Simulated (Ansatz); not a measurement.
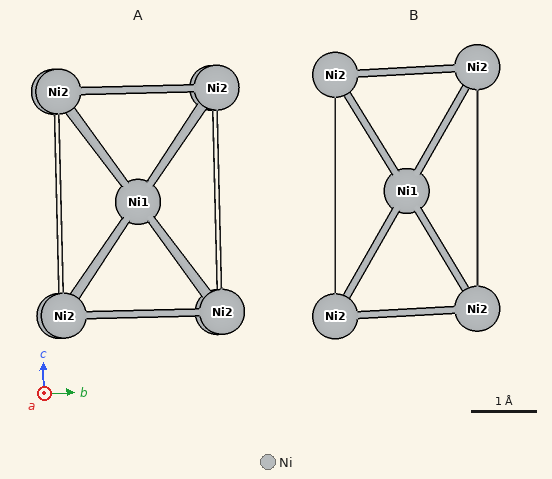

Two geometries of solid Ni (set up in P-1), drawn at one scale. One is the start of a relaxation, the other its converged end. A ball-and-stick model of the cell of the calculation, seen along the a axis.

Level of theory: DFT PBEsol, scalar-relativistic, plane waves, PAW in Ansatz. Settings: plane-wave cutoff 420 eV; k-point mesh 14 × 14 × 10; occupations gaussian; smearing width 0.15 eV; collinear spin; cell and atoms relaxed; force threshold 0.01 eV/Å; at most 80 steps.

Which one is relaxed?

Answer. Structure A is the relaxed one. Case: cell sheared at random, sigma 0.06, atoms nudged by 0.01 Å; relaxed back. Over 6 accepted moves (8 points after the start) the energy falls by 183 meV per atom. The largest force component goes from 0.088 to under 0.0001 eV/Å. Pressure: 8.82 GPa at the start and −0.01 GPa at the end. The SCF was repeated twice at an unchanged geometry on a basis and grid sized afresh for the cell, which shifted the energy by 2.6 meV per atom at most. The largest moves relative to the cell, 0.007 Å, are those of Ni1 and Ni2. Ni1 goes along [1 −2 −2]. The drawn cell changes as follows: a 2.508 → 2.448 Å (−2.4 %), b 2.202 → 2.448 Å (+11.1 %), c 3.733 → 3.465 Å (−7.2 %), α 86.9° → 90.0°, β 90.2° → 90.0°, γ 93.4° → 90.0°; the volume changes by +1.0 %. Among the contacts that change: Ni1–Ni1 2.202 → 2.448 Å, Ni1–Ni2 2.596 → 2.449 Å, Ni1–Ni2 (another image) 2.567 → 2.449 Å, Ni1–Ni2 (another image) 2.523 → 2.449 Å. The space group (tolerance 0.01 Å) goes from P-1 (No. 2) to Fm-3m (No. 225).
